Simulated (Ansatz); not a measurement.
```
CELL_PARAMETERS angstrom
3.07856 0.00000 0.00000
-1.53928 2.66611 0.00000
0.00000 0.00000 12.69876
ATOMIC_POSITIONS crystal
Mo 0.66667 0.33333 0.25000
Mo 0.33333 0.66667 0.75000
S 0.66667 0.33333 0.62545
S 0.33333 0.66667 0.37455
S 0.66667 0.33333 0.87455
S 0.33333 0.66667 0.12545
```

Space group P6₃/mmc; a structure from a database of computed crystals, not necessarily the ambient phase; changed on purpose from its base cell (biaxial strain in the a-b plane, c and atoms relaxed: -2.0 %); computed pressure about 4 GPa in this cell; computed without spin polarisation.

These are results of Ansatz 0.2.0, DFT PBEsol, scalar-relativistic, plane waves, PAW, not measurements.

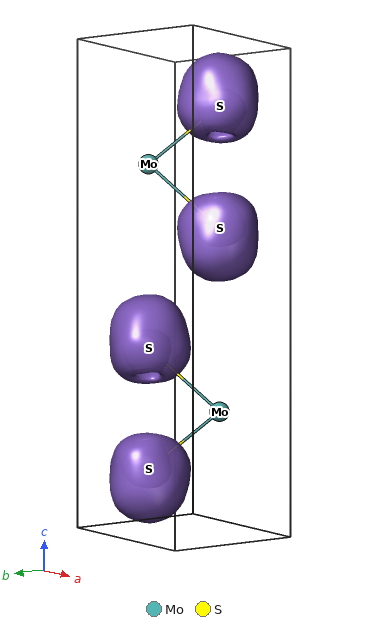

MoS$_{2}$. Isosurface of the electron localisation function at 0.75 (purple), seen at an oblique angle. Only the valence region is drawn (cores and ρ < 0.01 e/Å³ removed). Sticks mark near contacts.

Core electrons are frozen (PAW), and the valence fields are smoothed inside the atomic spheres.

Q: Identify the bonds, lone pairs and shells in this picture.

A: The ELF exceeds this value in four regions wrapped around S (the valence shell of each), counted in one cell of 6 atoms. Any copies at cell faces, edges or corners count once. Profiles from the grid: Mo–S (2.38 Å): the ELF peaks at about 0.85 in the valence shell of S, 0.8 Å from its nucleus, and is about 0.45 at the midpoint.
